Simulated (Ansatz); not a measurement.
# Two runs on SiC

System: SiC (P6₃mc, 12 atoms in the cell).
Method of the first run: DFT, PBEsol, plane waves, PAW, no spin polarisation (Ansatz 0.2.0).

The structure derives from an entry of the Crystallography Open Database. Text and figures count atoms from 1; the logs count them from 0 in places.

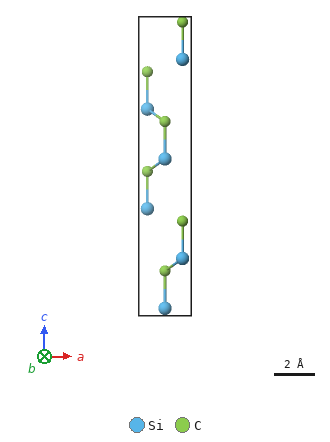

**Figure 1.** The structure as given in the input (ball-and-stick view of the cell of the calculation, along the b axis). Near neighbours in the crystal (not all of them lie inside the picture): Si has 4 C at 1.88 to 1.89 Å; C has 4 Si at 1.88 to 1.89 Å.

## Input, the first run
```yaml
crystal:
  lattice:
    - [1.5394636107, -2.6670002963, 0.0]
    - [1.5394636107, 2.6670002963, 0.0]
    - [0.0, 0.0, 15.1071446021]
  atoms:
    - { symbol: Si, position: [0.1666934932, 0.8333065068, 0.3576507655] }
    - { symbol: Si, position: [0.8333065068, 0.1666934932, 0.8576507655] }
    - { symbol: Si, position: [0.4999465099, 0.5000534901, 0.0245139565] }
    - { symbol: Si, position: [0.5000534901, 0.4999465099, 0.5245139565] }
    - { symbol: Si, position: [0.8333020849, 0.1666979151, 0.1912337371] }
    - { symbol: Si, position: [0.1666979151, 0.8333020849, 0.6912337371] }
    - { symbol: C, position: [0.4999577032, 0.5000422968, 0.1498537065] }
    - { symbol: C, position: [0.5000422968, 0.4999577032, 0.6498537065] }
    - { symbol: C, position: [0.1667149958, 0.8332850042, 0.4826737356] }
    - { symbol: C, position: [0.8332850042, 0.1667149958, 0.9826737356] }
    - { symbol: C, position: [0.8333492785, 0.1666507215, 0.3162140989] }
    - { symbol: C, position: [0.1666507215, 0.8333492785, 0.8162140989] }
  symmetry: { detect: false }
basis:
  ecutwfc: 420
  xc_grid: 4
kpoints:
  mp_grid: { grid: [12, 12, 2] }
hamiltonian:
  xc: pbesol
scf:
  occupations: { method: gaussian, width: 0.02 }
output:
  forces: true
  eigenvalues: true
  stress: true
relax:
  adjacent_minimum: "off"
  f_tol: 0.005
  max_steps: 80
  cell: { stress_tol: 0.05 }
```

Launched with:
```bash
ansatz run input.yaml --threads 4 --pin off --max-ram 9216MiB --backend cpu --events-out ev --progress --plain --runs-dir out
```

Hardware: 4 threads of AMD EPYC (Zen 3), 189 GiB of memory available, shared host.

## Output, shortened to warnings, some set-up lines, iterations and results (the first run)
```
Basis set: ecut = 420 eV, 2415 PW (Γ), exchange–correlation on 96×96×432 points (64 copies of the dense FFT grid, shifted against one another)
Symmetry: 1 space group operations
k-points: 148 of 288 (time reversal used)
Initial density: superposition of atomic densities (neutral atoms: chi_scale 0, normalization atom), corrected by the library's trained network
[...]
SCF iter   1: F=—  HF=-5212.267489 eV  |F-HF|=—  |Δ(HF+E_count)|=         —  Δρ=8.52e-3  dr2=1.09e-1  ethr=1.77e-3  ⟨swp⟩=6.8  Hψ=27370  notcnv=0  defer=96
SCF iter   2: F=—  HF=-5212.236314 eV  |F-HF|=—  |Δ(HF+E_count)|=   3.12e-2  Δρ=1.54e-3  dr2=2.81e-3  ethr=2.28e-4  ⟨swp⟩=2.7  Hψ=10286  notcnv=0  defer=1070
SCF iter   3: F=—  HF=-5212.235894 eV  |F-HF|=—  |Δ(HF+E_count)|=   4.19e-4  Δρ=5.23e-4  dr2=2.35e-4  ethr=5.86e-6  ⟨swp⟩=2.2  Hψ=7934  notcnv=0  defer=1072
SCF iter   4: F=—  HF=-5212.235919 eV  |F-HF|=—  |Δ(HF+E_count)|=   2.48e-5  Δρ=9.91e-5  dr2=3.25e-5  ethr=4.89e-7  ⟨swp⟩=2.5  Hψ=7197  notcnv=0  defer=1072
SCF iter   5: F=—  HF=-5212.235913 eV  |F-HF|=—  |Δ(HF+E_count)|=   6.23e-6  Δρ=3.68e-5  dr2=9.27e-7  ethr=6.76e-8  ⟨swp⟩=2.0  Hψ=6689  notcnv=0  defer=1072
[... 24 lines ...]
SCF iter   6: F=-5212.251630 eV  HF=-5212.251630 eV  |F-HF|=1.82e-12  |Δ(HF+E_count)|=  9.09e-13  Δρ=1.73e-8  dr2=1.94e-13  ethr=1.00e-12  ⟨swp⟩=1.0  Hψ=5328  notcnv=0
SCF iter   7: F=-5212.251630 eV  HF=-5212.251630 eV  |F-HF|=0.00e0  |Δ(HF+E_count)|=  9.09e-13  Δρ=2.13e-9  dr2=1.29e-14  ethr=1.00e-12  ⟨swp⟩=1.0  Hψ=5328  notcnv=0
SCF iter   8: F=-5212.251630 eV  HF=-5212.251630 eV  |F-HF|=0.00e0  |Δ(HF+E_count)|=    0.00e0  Δρ=4.81e-10  dr2=3.21e-16  ethr=1.00e-12  ⟨swp⟩=1.4  Hψ=11557  notcnv=0
SCF 4 converged in 8 iterations: F = -5212.251630 eV  dr2 = 3.21e-16
relax step   4: F+E_penalty+E_count = -5212.25163039 eV  Δ(F+E_penalty+E_count) = +2.776e-5 eV  max|allowed force component| = 2.528e-3 eV/Å  Δτ_max = 0.0000 Å  P = +0.002 …
basis re-selected at this cell: Δ(F+E_penalty+E_count) = +2.776e-5 eV, ΔP = -0.001 GPa vs the last step (what re-selecting the basis moved, of the pressure what is left beyond the Pulay correction that the steps carried, after the strain that the cell walked since its last selection, with what the …
WARN: the relaxation ended near the 4 symmetry operations of its rattled start. A stable structure does so, and so can a saddle point along a move or strain that wasn't checked. `relax.random_displacement` or `relax.escape_saddle: true` tries the moves, and a distorted `crystal.lattice` a strain
SCF converged after 8 iterations
Free energy (F): -5212.251630 eV
Harris-Foulkes:  -5212.251630 eV  (|F-HF|=0.00e0)
Internal energy: -5212.251630 eV  (E = F + TS)
E sigma→0 (E₀):  -5212.251630 eV
Fermi energy:    10.436999 eV
--- Per-component energies (eV) ---
  E_band       = 168.876605
  E_kinetic    = 811.830646
  E_local      = -623.902936  (includes V_loc(G=0)·N_el)
  E_nonlocal   = 311.917094
  E_hartree    = 189.943134
  E_xc         = -627.823211
  E_vxc        = -655.024242  (∫ρ·V_xc dr)
  E_paw        = -3566.045301  (= ΣΔE_a)
  E_vpaw       = -55.830302  (= ΣTr[D̂ρ^β])
  E_aug_tail   = 0.000077  (compensation charges beyond the density's cutoff)
  E_ewald      = -1708.487100
  E_core_change = 0.315967  (= ΣΔE_core)
  E_smearing   = -0.000000  (= −TS)
  E_closure    = 0.000000  (closes the sum)
  Σ components = -5212.251630   (vs F -5212.251630, Δ=0.00e0)
--- Forces (eV/Å), atoms counted from 1 ---
  atom   1  Si     0.00066188     0.00085555     0.00111019
  atom   2  Si    -0.00096726    -0.00131949     0.00122134
  atom   3  Si     0.00101722    -0.00099663    -0.00152377
  atom   4  Si    -0.00004808    -0.00103697     0.00061638
  atom   5  Si    -0.00093607     0.00004805    -0.00205809
  atom   6  Si    -0.00111562     0.00040437    -0.00252804
  atom   7  C      0.00111809    -0.00043522     0.00056332
  atom   8  C      0.00100772     0.00005610    -0.00045312
  atom   9  C     -0.00000562     0.00152293     0.00115394
  atom  10  C     -0.00114495     0.00068562     0.00128929
  atom  11  C     -0.00035399    -0.00085781     0.00060733
  atom  12  C      0.00076669     0.00107352     0.00000121
  max |Σ_I F_I| component: 1.11e-8 eV/Å
--- Stress (GPa, compression-positive) ---
[...]
```

The input of the second run differs as follows (lines with − go, lines with + come):
```diff
-  symmetry: { detect: false }
-  xc_grid: 4
+  write_density: true
+  write_potential: true
+  elf: true
+  volumetric_format: npy
```

Predict how the results change.

The energy doesn't change within 0.01 meV per atom. The SCF takes 18 iterations over all geometry steps against 26. The irreducible k-points go from 148 to 86. On the same kind of shared host the second run took about 0.48 times as long.

## Output, shortened to warnings, some set-up lines, iterations and results (the second run)
```
Basis set: ecut = 420 eV, 2415 PW (Γ), exchange–correlation on 48×48×216 points (8 copies of the dense FFT grid, shifted against one another)
Symmetry: 4 space group operations
k-points: 86 of 288
Initial density: superposition of atomic densities (neutral atoms: chi_scale 0, normalization atom), corrected by the library's trained network
[...]
SCF iter   1: F=—  HF=-5212.283231 eV  |F-HF|=—  |Δ(HF+E_count)|=         —  Δρ=8.53e-3  dr2=1.09e-1  ethr=1.77e-3  ⟨swp⟩=6.8  Hψ=15883  notcnv=0  defer=52
SCF iter   2: F=—  HF=-5212.251946 eV  |F-HF|=—  |Δ(HF+E_count)|=   3.13e-2  Δρ=1.54e-3  dr2=2.78e-3  ethr=2.28e-4  ⟨swp⟩=2.7  Hψ=5974  notcnv=0  defer=604
SCF iter   3: F=—  HF=-5212.251526 eV  |F-HF|=—  |Δ(HF+E_count)|=   4.21e-4  Δρ=5.22e-4  dr2=2.29e-4  ethr=5.79e-6  ⟨swp⟩=2.3  Hψ=4623  notcnv=0  defer=607
SCF iter   4: F=—  HF=-5212.251548 eV  |F-HF|=—  |Δ(HF+E_count)|=   2.19e-5  Δρ=8.99e-5  dr2=2.47e-5  ethr=4.77e-7  ⟨swp⟩=2.7  Hψ=4739  notcnv=0  defer=607
SCF iter   5: F=—  HF=-5212.251550 eV  |F-HF|=—  |Δ(HF+E_count)|=   2.69e-6  Δρ=3.45e-5  dr2=9.06e-7  ethr=5.14e-8  ⟨swp⟩=2.0  Hψ=3888  notcnv=0  defer=607
[... 14 lines ...]
SCF iter   4: F=—  HF=-5212.251616 eV  |F-HF|=—  |Δ(HF+E_count)|=  7.28e-11  Δρ=5.19e-7  dr2=1.56e-10  ethr=1.10e-12  ⟨swp⟩=1.0  Hψ=3096  notcnv=0
SCF iter   5: F=-5212.251616 eV  HF=-5212.251616 eV  |F-HF|=3.64e-12  |Δ(HF+E_count)|=  1.46e-11  Δρ=1.91e-7  dr2=2.01e-11  ethr=1.00e-12  ⟨swp⟩=1.0  Hψ=3096  notcnv=0
SCF iter   6: F=-5212.251616 eV  HF=-5212.251616 eV  |F-HF|=1.82e-12  |Δ(HF+E_count)|=  9.09e-13  Δρ=9.83e-8  dr2=5.42e-12  ethr=1.00e-12  ⟨swp⟩=4.5  Hψ=12293  notcnv=0
SCF 3 converged in 6 iterations: F = -5212.251616 eV  dr2 = 5.42e-12
relax step   3: F+E_penalty+E_count = -5212.25161573 eV  Δ(F+E_penalty+E_count) = +8.857e-6 eV  max|allowed force component| = 4.400e-3 eV/Å  Δτ_max = 0.0000 Å  P = -0.027 …
basis re-selected at this cell: Δ(F+E_penalty+E_count) = +8.857e-6 eV, ΔP = -0.000 GPa vs the last step (what re-selecting the basis moved, of the pressure what is left beyond the Pulay correction that the steps carried, after the strain that the cell walked since its last selection, with what the …
SCF converged after 6 iterations
Free energy (F): -5212.251616 eV
Harris-Foulkes:  -5212.251616 eV  (|F-HF|=1.82e-12)
Internal energy: -5212.251616 eV  (E = F + TS)
E sigma→0 (E₀):  -5212.251616 eV
Fermi energy:    10.435634 eV
--- Per-component energies (eV) ---
  E_band       = 168.814173
  E_kinetic    = 811.788168
  E_local      = -623.949921  (includes V_loc(G=0)·N_el)
  E_nonlocal   = 311.906407
  E_hartree    = 189.950755
  E_xc         = -627.808821
  E_vxc        = -655.005851  (∫ρ·V_xc dr)
  E_paw        = -3566.041446  (= ΣΔE_a)
  E_vpaw       = -55.826210  (= ΣTr[D̂ρ^β])
  E_aug_tail   = 0.000078  (compensation charges beyond the density's cutoff)
  E_ewald      = -1708.412802
  E_core_change = 0.315967  (= ΣΔE_core)
  E_smearing   = -0.000000  (= −TS)
  E_closure    = 0.000000  (closes the sum)
  Σ components = -5212.251616   (vs F -5212.251616, Δ=0.00e0)
--- Forces (eV/Å), atoms counted from 1 ---
  atom   1  Si    -0.00000000     0.00289505     0.00364615
  atom   2  Si     0.00000000    -0.00289505     0.00364615
  atom   3  Si     0.00000000    -0.00251299    -0.00439981
  atom   4  Si    -0.00000000     0.00251299    -0.00439981
  atom   5  Si    -0.00000000     0.00295604    -0.00281226
  atom   6  Si     0.00000000    -0.00295604    -0.00281226
  atom   7  C     -0.00000000    -0.00228988     0.00351441
  atom   8  C      0.00000000     0.00228988     0.00351441
  atom   9  C      0.00000000    -0.00265901    -0.00009624
  atom  10  C     -0.00000000     0.00265901    -0.00009624
  atom  11  C      0.00000000    -0.00280095     0.00015044
  atom  12  C     -0.00000000     0.00280095     0.00015044
  max |Σ_I F_I| component: 5.38e-6 eV/Å
--- Stress (GPa, compression-positive) ---
       -0.025592       0.000000      -0.000000
        0.000000      -0.025535      -0.000000
       -0.000000      -0.000000      -0.030622
  P = ⅓ Tr σ = -0.0272 GPa (-0.272 kbar)
--- Relaxed structure (2 steps of the walk, 2 accepted, 1 SCFs on fresh bases) ---
[...]
```

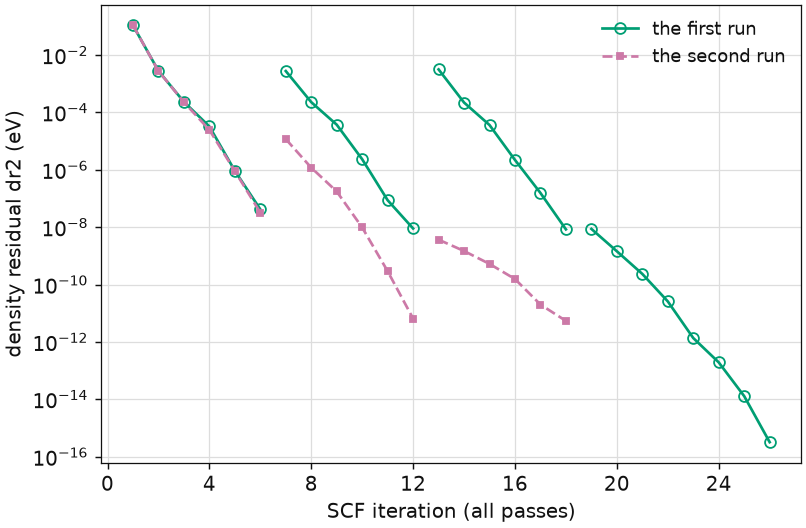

**Figure 2.** Convergence of the two runs: density residual dr2 against the SCF iteration. A break in a curve parts two SCF passes. The first run takes 26 iterations in all, and the second run takes 18.

## The two runs side by side

```tsv
quantity	the first run	the second run
outcome	converged	converged
free energy per atom (eV)	−434.3543	−434.3543
gap on the mesh (eV)	1.92	1.92
pressure (GPa)	0.00	−0.03
largest force (eV/Å)	0.003	0.005
SCF iterations	26	18
irreducible k-points	148	86
wall time (shared host)	2.6 min	75 s
```
